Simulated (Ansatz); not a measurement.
**Cs: 6 runs along one coordinate**

System: Cs (1 atom in the cell).
Method: DFT PBE, scalar-relativistic, plane waves, PAW, no spin polarisation (Ansatz 0.2.0).

The 6 runs differ only in the geometry, by an even scaling of the cell at fixed fractional positions. The structure was made by a generator, so it may or may not be a known phase.

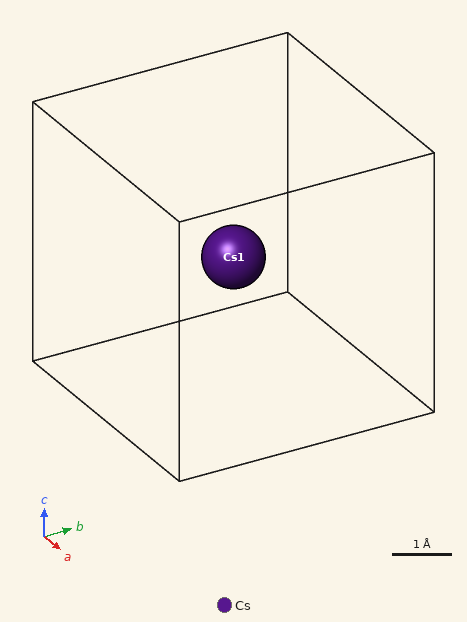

Figure 1. The structure of run 4 (ball-and-stick view of the cell of the calculation, seen at an oblique angle; atoms are numbered from 1 in the order of the input).

## Input of run 4
```yaml
crystal:
  lattice:
    - [4.9881076269, 0.0, 0.0]
    - [0.0, 4.9881076269, 0.0]
    - [0.0, 0.0, 4.9881076269]
  atoms:
    - { symbol: Cs, position: [0.5, 0.5, 0.5] }
basis:
  ecutwfc: 420
kpoints:
  mp_grid: { grid: [12, 12, 12] }
hamiltonian:
  xc: pbe
scf:
  occupations: { method: gaussian, width: 0.1 }
output:
  forces: true
  stress: true
  eigenvalues: true
```

Command:
```bash
ansatz run input.yaml --threads 1 --pin off --max-ram 3072MiB --backend cpu --events-out ev --progress --plain --runs-dir out
```

Run 2 differs from it as follows:
```diff
-    - [4.9881076269, 0.0, 0.0]
-    - [0.0, 4.9881076269, 0.0]
-    - [0.0, 0.0, 4.9881076269]
+    - [4.8830634583, 0.0, 0.0]
+    - [0.0, 4.8830634583, 0.0]
+    - [0.0, 0.0, 4.8830634583]
```

## Results, with one run withheld

```csv
run,volume per atom (Å³),"free energy per atom, from the lowest run given (meV)",pressure (GPa)
1,112.595,11.00,0.26
2,116.433,?,?
3,120.272,2.24,0.11
4,124.110,0.25,0.05
5,131.787,0.00,−0.04
6,135.626,1.42,−0.08
```

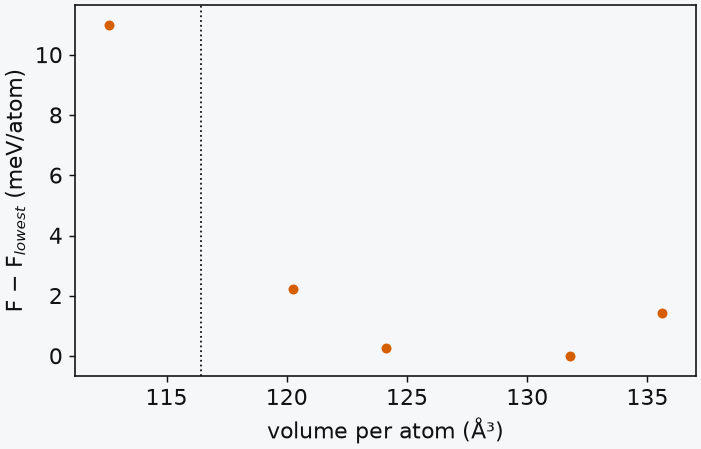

Figure 2. Free energy per atom of the runs given; the dotted line marks run 2.

What should run 2 give?

A cubic polynomial in V^(−2/3) (the Birch–Murnaghan form), fitted to the 5 runs given, misses them by under 0.01 meV per atom. With x = V^(−2/3) − 0.04012 Å⁻², it reads F = 0.1408 + 1451.8 x + 8.9968e+05 x² − 2.0277e+06 x³ (meV per atom). At run 2 it gives 5.75 meV per atom, and the run itself gives 5.75. The slope of the fit gives a pressure −dF/dV of 0.18 GPa there, and the run prints 0.18 GPa. The fit has its minimum at 128.279 Å³ per atom, where V d²F/dV² gives 1.55 GPa: the bulk modulus at this level, since symmetry fixes the shape and the positions.

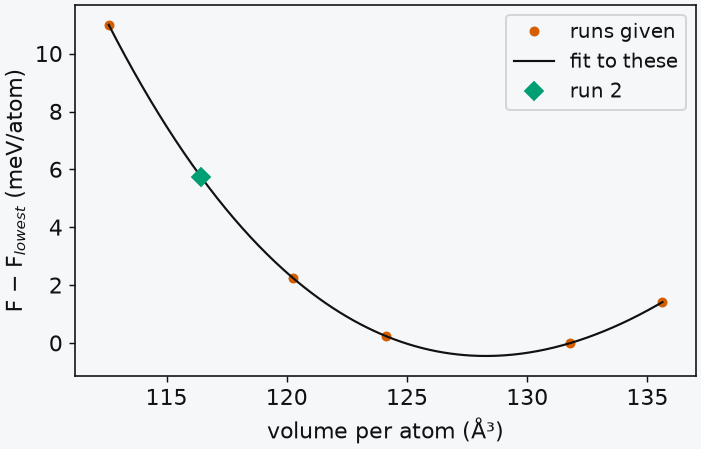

Figure 3. The fit and the withheld run.

## Output, shortened to warnings, some set-up lines, iterations and results (run 2)
```
Basis set: ecut = 420 eV, 2301 PW (Γ), exchange–correlation on 72×72×72 points (8 copies of the dense FFT grid, shifted against one another)
Symmetry: 48 space group operations
k-points: 84 of 1728
Initial density: superposition of atomic densities (neutral atoms: chi_scale 0, normalization atom), corrected by the library's trained network
[...]
SCF iter   1: F=—  HF=-5670.667211 eV  |F-HF|=—  |Δ(HF+E_count)|=         —  Δρ=4.31e-4  dr2=2.93e-4  ethr=1.77e-3  ⟨swp⟩=6.1  Hψ=6246  notcnv=0
SCF iter   2: F=—  HF=-5670.667956 eV  |F-HF|=—  |Δ(HF+E_count)|=   7.45e-4  Δρ=2.84e-4  dr2=1.68e-4  ethr=3.25e-6  ⟨swp⟩=2.3  Hψ=1821  notcnv=0
SCF iter   3: F=—  HF=-5670.668279 eV  |F-HF|=—  |Δ(HF+E_count)|=   3.23e-4  Δρ=5.49e-5  dr2=4.11e-6  ethr=1.87e-6  ⟨swp⟩=2.5  Hψ=1109  notcnv=0
SCF iter   4: F=—  HF=-5670.668286 eV  |F-HF|=—  |Δ(HF+E_count)|=   7.61e-6  Δρ=1.58e-5  dr2=3.84e-7  ethr=4.56e-8  ⟨swp⟩=2.0  Hψ=1070  notcnv=0
SCF iter   5: F=-5670.668287 eV  HF=-5670.668287 eV  |F-HF|=2.87e-8  |Δ(HF+E_count)|=   4.76e-7  Δρ=3.72e-6  dr2=8.22e-9  ethr=4.27e-9  ⟨swp⟩=2.3  Hψ=1116  notcnv=0
SCF iter   6: F=-5670.668287 eV  HF=-5670.668287 eV  |F-HF|=7.64e-11  |Δ(HF+E_count)|=   3.18e-8  Δρ=2.18e-7  dr2=1.25e-10  ethr=9.14e-11  ⟨swp⟩=3.5  Hψ=3181  notcnv=0
SCF 1 converged in 6 iterations: F = -5670.668287 eV  dr2 = 1.25e-10
SCF converged after 6 iterations
Free energy (F): -5670.668287 eV
Harris-Foulkes:  -5670.668287 eV  (|F-HF|=7.64e-11)
Internal energy: -5670.662278 eV  (E = F + TS)
E sigma→0 (E₀):  -5670.665282 eV
Entropy (-TS):   -0.006009 eV (-6.009 meV/atom)
Fermi energy:    2.223397 eV
--- Per-component energies (eV) ---
  E_band       = -93.670451
  E_kinetic    = 140.771809
  E_local      = -407.048448  (includes V_loc(G=0)·N_el)
  E_nonlocal   = 30.261729
  E_hartree    = 143.863276
  E_xc         = -172.874971
  E_vxc        = -124.540101  (∫ρ·V_xc dr)
  E_paw        = -5066.776435  (= ΣΔE_a)
  E_vpaw       = -20.841825  (= ΣTr[D̂ρ^β])
  E_aug_tail   = -0.000001  (compensation charges beyond the density's cutoff)
  E_ewald      = -338.859236
  E_smearing   = -0.006009  (= −TS)
  E_closure    = -0.000000  (closes the sum)
  Σ components = -5670.668287   (vs F -5670.668287, Δ=0.00e0)
--- Forces (eV/Å), atoms counted from 1 ---
  atom   1  Cs     0.00000000     0.00000000     0.00000000
  max |Σ_I F_I| component: 1.18e-29 eV/Å
--- Stress (GPa, compression-positive) ---
        0.181062      -0.000000       0.000000
       -0.000000       0.181062       0.000000
        0.000000       0.000000       0.181062
  P = ⅓ Tr σ = 0.1811 GPa (1.811 kbar)
```
